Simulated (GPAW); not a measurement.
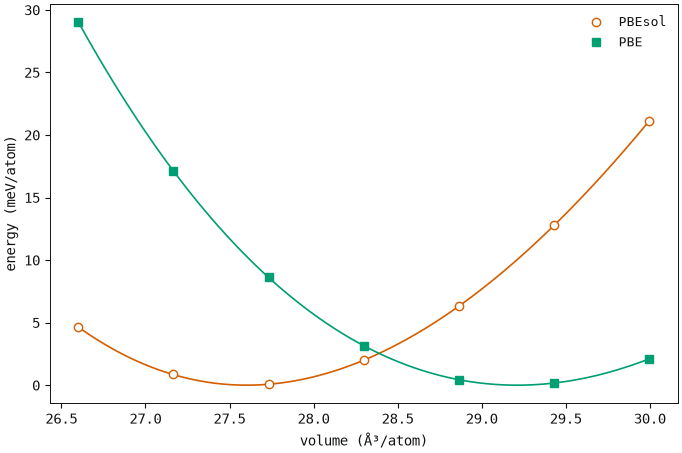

The plot gives the computed energy against volume, with one curve for each functional, for SrCl₂ (space group Fm-3m).

Method: PAW DFT in plane waves, on a grid or in atomic orbitals, no spin polarisation; energies at scaled volumes of the given cell, shape and fractions fixed, counted from the fit's minimum, third-order Birch-Murnaghan fit (GPAW 26.7.0). All runs: no spin polarisation.

k mesh 7×7×7; occupations Fermi–Dirac; smearing width 0.05 eV; wave cutoff 600 eV.

Settings that differ: PBEsol: potentials PAW-data-sets-made-by gpaw-setup-for-the-functional; PBE: potentials GPAW-PAW-data-sets-(gpaw-data-1.2.1).

Question: Order the curves by fitted equilibrium volume, smallest first.

Answer: PBEsol 27.602, PBE 29.210 Å³/atom.

Question: Order the curves by fitted bulk modulus, smallest first.

Answer: PBE 33.5, PBEsol 38.2 GPa.
